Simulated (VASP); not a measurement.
Input file:

```
SYSTEM = AlN
ALGO     = Normal         ! electronic algorithm
DIPOL    = 0.5 0.5 0.500
EDIFF    = 1E-7           ! SCF threshold, eV
ENCUT    = 520            ! plane-wave cutoff, eV
GGA      = PS             ! functional
IDIPOL   = 3            
ISIF     = 2              ! what is computed and relaxed
ISMEAR   = 0              ! smearing method
KPAR     = 8            
LASPH    = .TRUE.         ! aspherical terms in the spheres
LCHARG   = .TRUE.         ! write CHGCAR
LDIPOL   = .TRUE.       
LREAL    = .FALSE.        ! projectors in reciprocal space
LVACPOTAV= .TRUE.       
LVHAR    = .TRUE.       
LWAVE    = .FALSE.        ! write WAVECAR
NELM     = 60             ! most SCF steps
PREC     = Accurate       ! precision mode
SIGMA    = 0.05           ! smearing width, eV
```

Run with:

```sh
cat potpaw_PBE.64/Al/POTCAR potpaw_PBE.64/N/POTCAR > POTCAR
mpirun -np 8 vasp_std > vasp.out
```

Theory: Kohn-Sham DFT of a periodic cell, PBEsol, VASP PAW PBE potentials, recommended (VASP).

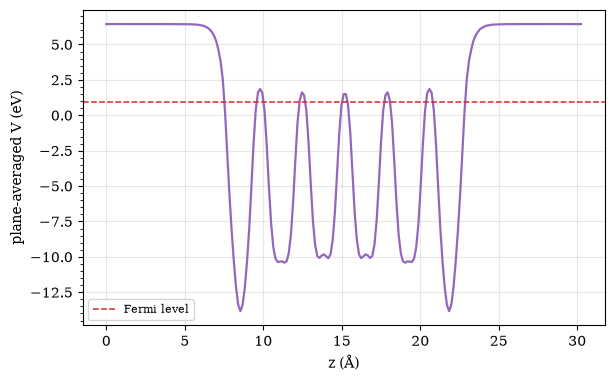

AlN (slab). Plane average of the electrostatic potential energy of an electron across the slab.

How far above the Fermi level of the calculation is the vacuum level?

5.5 eV. The slab has a gap, so the Fermi level lies inside it and this isn't a work function in the metallic sense.

How thick is the slab, and how wide the vacuum?

The outermost nuclei are 14.3 Å apart, in 12 atomic planes; the vacuum between periodic images is 16.1 Å wide.
